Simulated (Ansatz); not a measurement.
System: CdTe (slab).

```
CELL_PARAMETERS angstrom
4.58866 0.00000 0.00000
0.00000 6.48934 0.00000
0.00000 0.00000 19.58866
ATOMIC_POSITIONS crystal
Cd 0.50000 0.50000 0.38287
Te 0.00000 0.75000 0.38287
Cd 0.00000 0.00000 0.50000
Te 0.50000 0.25000 0.50000
Cd 0.50000 0.50000 0.61713
Te 0.00000 0.75000 0.61713
```

Not relaxed (largest force 1.1 eV/Å).

Method: Ansatz 0.2.0, DFT PBEsol, scalar-relativistic, plane waves, PAW.

What will maps of the valence pseudo-density and electron localisation function show?

Cd–Te (2.81 Å): ρ is about 0.34 e/Å³ halfway; the ELF is about 0.45 at the midpoint and 0.20 at its lowest between the atoms.

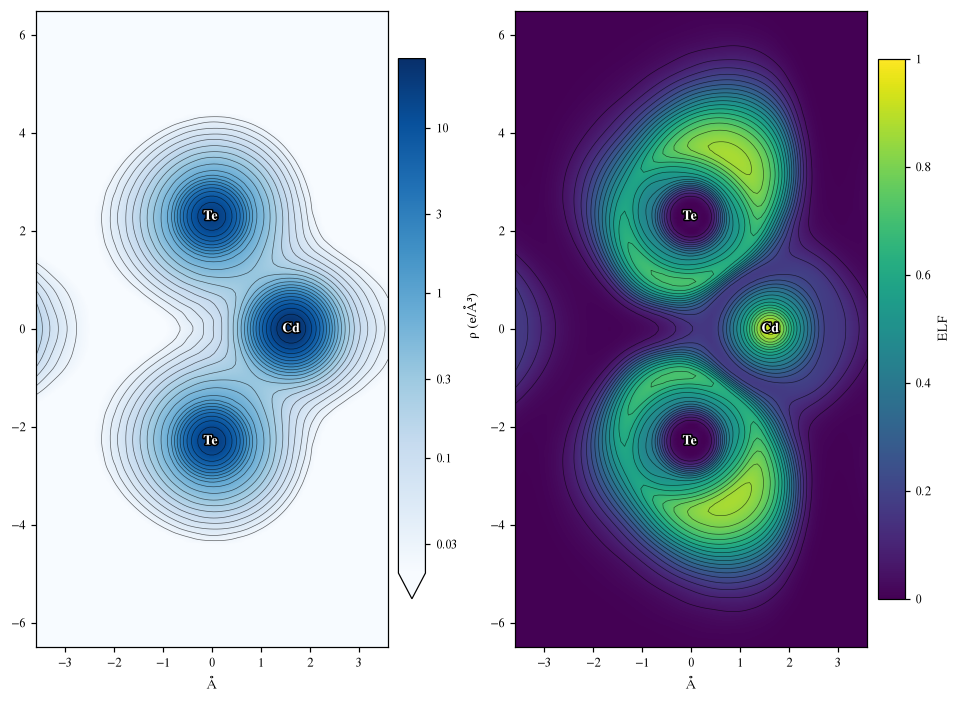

Computed valence pseudo-density and electron localisation function on the (100) plane of the calculation cell, a cut from vacuum to vacuum, in this order. 

The density is the valence pseudo-density of a PAW calculation; it isn't the true density close to the nuclei.
